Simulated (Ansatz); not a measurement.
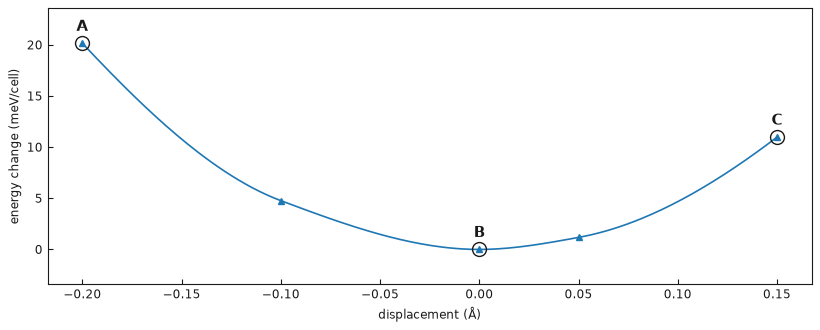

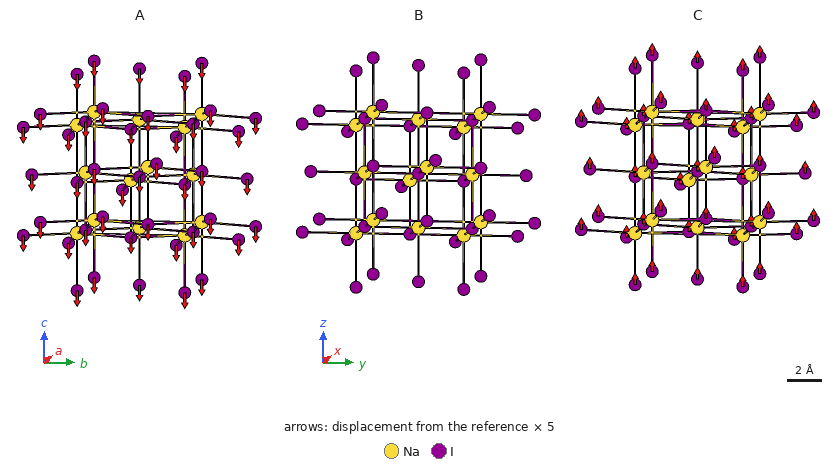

Crystalline NaI (Fm-3m): the whole I sublattice is shifted rigidly, along Cartesian [0 0 1], all else fixed. The lettered frames are marked on the plot. The picture is a ball-and-stick view of the conventional cell (4 times the calculation's cell), seen along the a axis, with a slight tilt. Red arrows: displacements from the reference. Lengths and directions refer to the drawn axes.

Method: DFT r2SCAN, scalar-relativistic, plane waves, PAW (Ansatz). Set-up: plane-wave cutoff 500 eV; k-point mesh 6 × 6 × 6; occupations gaussian; smearing width 0.05 eV; no spin polarisation. Energies (free energies at the smearing named) are counted from the cell as listed in its source, which wasn't relaxed.

> Read off the main features of the energy profile.

The lowest computed point lies at the displacement 0.00 Å (0.0 meV/cell). The end points stand at 20.2 meV/cell (−0.20 Å) and 11.0 meV/cell (0.15 Å). The curvature at zero is about 0.99 eV/Å² per cell. At the highest point the shortest interatomic distance is 3.04 Å, against 3.24 Å in the reference. The distortion takes the space group from Fm-3m to I4mm.
